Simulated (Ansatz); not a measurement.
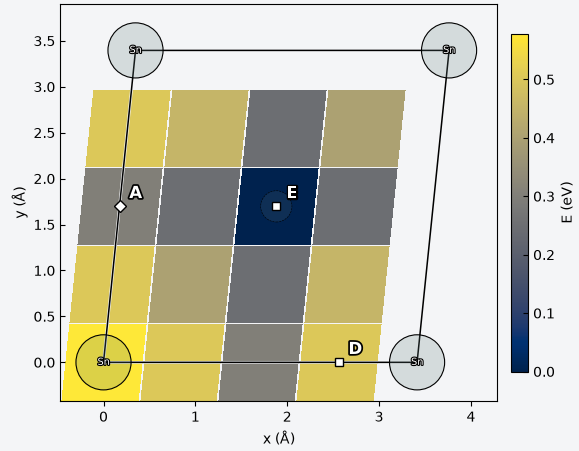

Si on a Sn(110) slab cut from the I4/mmm phase (4 atoms of substrate and one adsorbate in a 1 × 1 cell). One Si atom a 1 × 1 cell is placed over a mesh of places on the rigid (1 1 0) surface, and only its height is relaxed. Places are given modulo a cell vector. The map is drawn in real space over the plane of the surface. The scan uses a 4 × 4 grid. Energies: eV, counted from the lowest grid point. With one adsorbate in each 1 × 1 cell, its nearest image is 3.4 Å away, so neighbouring adsorbates interact. The calculation used DFT PBEsol, scalar-relativistic, plane waves, PAW (Ansatz).

Drawn: one coloured cell a grid point, labelled circles for the atoms of the top layer and small ones for the second layer, the outline of one cell of the plane, lettered points.

### Is A the lowest point of the computed grid?

No. A lies 0.302 eV above the lowest grid point, which is at the trough between two rows of top atoms, over a second-layer Sn atom, (2/4, 2/4) of the cell vectors.

### Rank the lettered points by energy, lowest first.

E (0.000 eV), A (0.302 eV), D (0.502 eV).
